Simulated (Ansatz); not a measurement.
```xyz
2
Lattice="3.8310 0.0000 0.0000 -1.9155 3.3177 0.0000 0.0000 0.0000 28.0000" Properties=species:S:1:pos:R:3 pbc="T T T"
Ge    0.0000    2.2118   14.2856
Ge    1.9155    1.1059   13.7144
```

A point of a scan over the structure, not its minimum; not relaxed (largest force 0.4 eV/Å); PAW files of the earlier set (soft_1).

These are results of DFT LDA, scalar-relativistic, plane waves, PAW (Ansatz 0.2.0), not measurements.

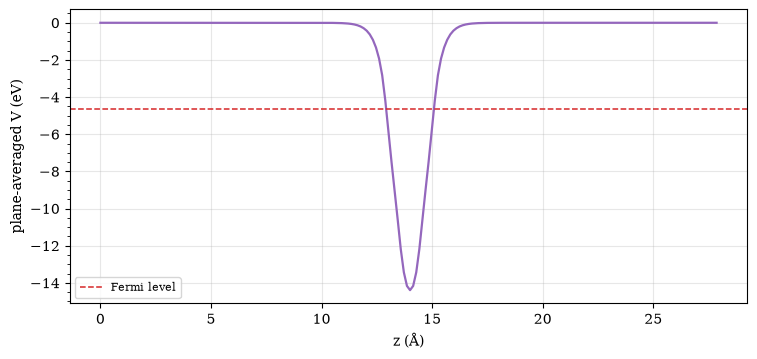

Ge (slab). Plane average of the electrostatic potential energy of an electron across the slab.

In a PAW calculation such maps are meaningful between the atoms, not at the nuclei.

Q: Read off the work function of this surface.

A: The potential is flat in the vacuum, 4.64 eV above the Fermi level; this is the work function, the same on both faces.

Q: How thick is the slab, and how wide the vacuum?

A: The outermost nuclei are 0.6 Å apart, in 2 atomic planes; the vacuum between periodic images is 27.4 Å wide.
